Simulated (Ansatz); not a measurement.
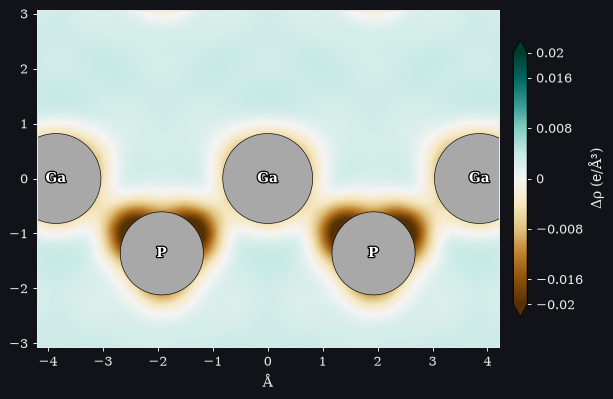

GaP. Difference of the valence pseudo-densities of two functionals at the same geometry, on the (11̄0) plane of the calculation cell: one of BLYP and PBEsol less the other.

Both computed with Ansatz (plane waves, PAW), on the same k-point mesh. Grey discs cover the atomic cores.

### Which was subtracted from which, and what does the map show?

It is PBEsol less BLYP. Against BLYP, PBEsol gives less density around P (−0.008 e/Å³ on average at 0.9 Å from the nucleus), more density in the space between the atoms (+0.003 e/Å³ on average) and a change of −0.008 e/Å³ at the midpoint of Ga–P.
